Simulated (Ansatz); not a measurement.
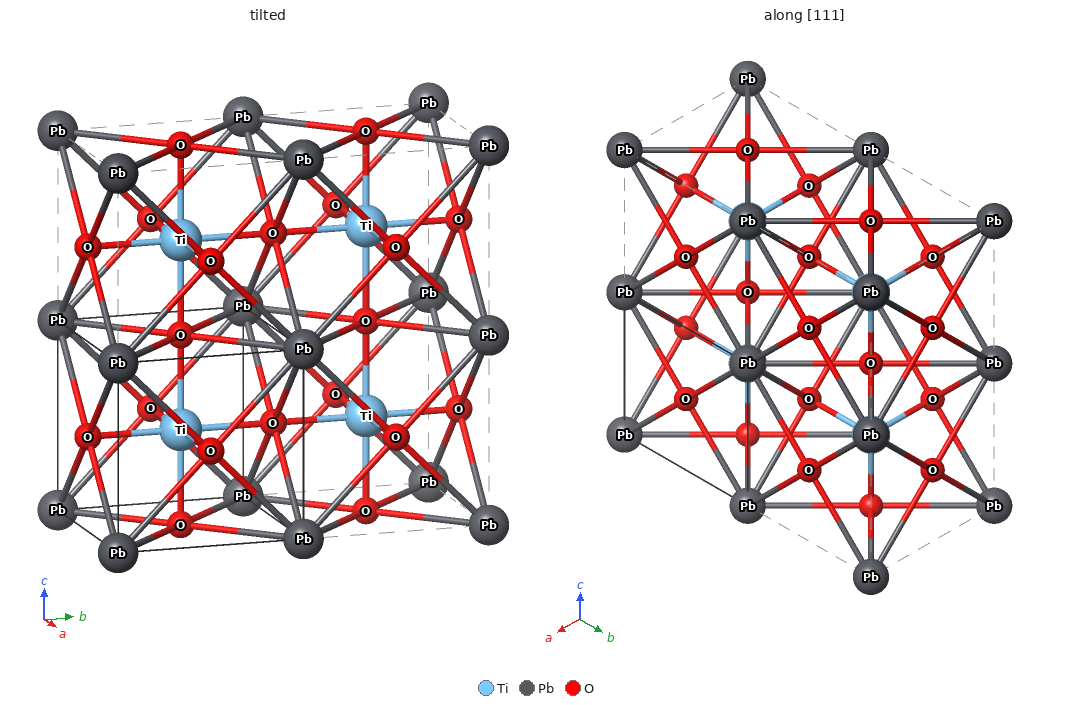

Ball-and-stick model, viewed slightly off an axis and along [111]. A block of 1×2×2 cells is shown, with one conventional unit cell in solid outline. Cell: a = 3.785 Å, b = 3.785 Å, c = 3.785 Å, α = 90.00°, β = 90.00°, γ = 90.00°.

What structure is drawn here?

The structure is one of TiPbO3. The symmetry is that of Pm-3m (No. 221), on a primitive cubic lattice. This arrangement goes by the name cubic perovskite with the larger cation on the octahedral site (an inverted filling). Atoms per cell: 5 (1 Ti, 1 Pb, 3 O). About every Ti there are six O in an octahedral arrangement at about 1.9 Å. Each Pb atom is coordinated by twelve O in a cuboctahedral arrangement at about 2.7 Å. The coordination shell of O holds four Pb and two Ti in a distorted octahedral arrangement (about 2.7 Å to Pb, 1.9 Å to Ti). Not all metal-metal contacts are counted. The bonds build a three-dimensional framework.

The structure comes from a structure listed in the Materials Project. Earlier steps of the study may have refined or changed the cell and positions. A calculation with Ansatz used it as input.

At this level of theory the cell isn't at rest (compressed, at 25 GPa), so its distances can differ from those at equilibrium, the more so the softer the solid.
